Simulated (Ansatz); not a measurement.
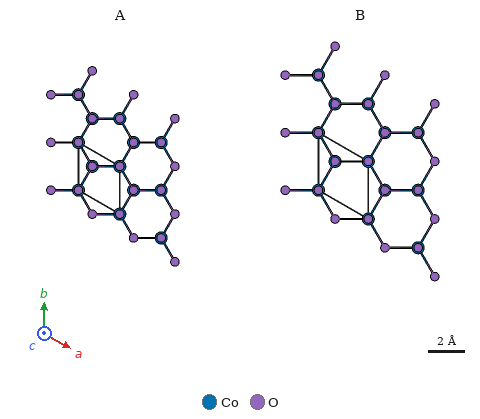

Two geometries of solid CoO (set up in P3m1) (coarse preliminary run), drawn at one scale. One is the start of a relaxation, the other its converged end. A ball-and-stick model of the cell of the calculation, repeated 2 × 2 × 1 with one cell outlined, seen along the c axis.

Method: DFT LDA, scalar-relativistic, plane waves, PAW (Ansatz 0.2.0). (plane-wave cutoff 420 eV; k-point mesh 6 × 6 × 4; occupations gaussian; smearing width 0.1 eV; collinear spin; cell and atoms relaxed; force threshold 0.05 eV/Å; at most 80 steps)

### Which geometry has the lower energy?

Structure A is the relaxed one. The largest moves relative to the cell, 0.18 Å, are those of Co and O atoms. Largest moves by element: Co 0.18 Å, O 0.18 Å. The volume changes by −22.2 %, with a = b 3.198 → 2.653 Å (−17.0 %), c 5.229 → 5.908 Å (+13.0 %). Near-neighbour distances that change, for instance: Co–O 1.925 → 1.817 Å, Co–O 1.971 → 1.907 Å. Among the angles between lasting bonds that change: Co–O–Co 108.5° → 88.1°, O–Co–O 108.4° → 88.1°, Co–O–Co 110.5° → 126.6°. The space group stays P6_3mc (No. 186). After 26 accepted moves (32 points after the start) the energy has fallen by 0.718 eV per cell of the calculation. The largest force component goes from 0.028 to 0.014 eV/Å. Pressure: −18.41 GPa at the start and 0.05 GPa at the end. The line search rejected the trial steps at points 17, 20, 26 of the run. The SCF was repeated 3 times at an unchanged geometry on a basis and grid sized afresh for the cell, which shifted the energy by 37.2 meV per cell of the calculation at most.
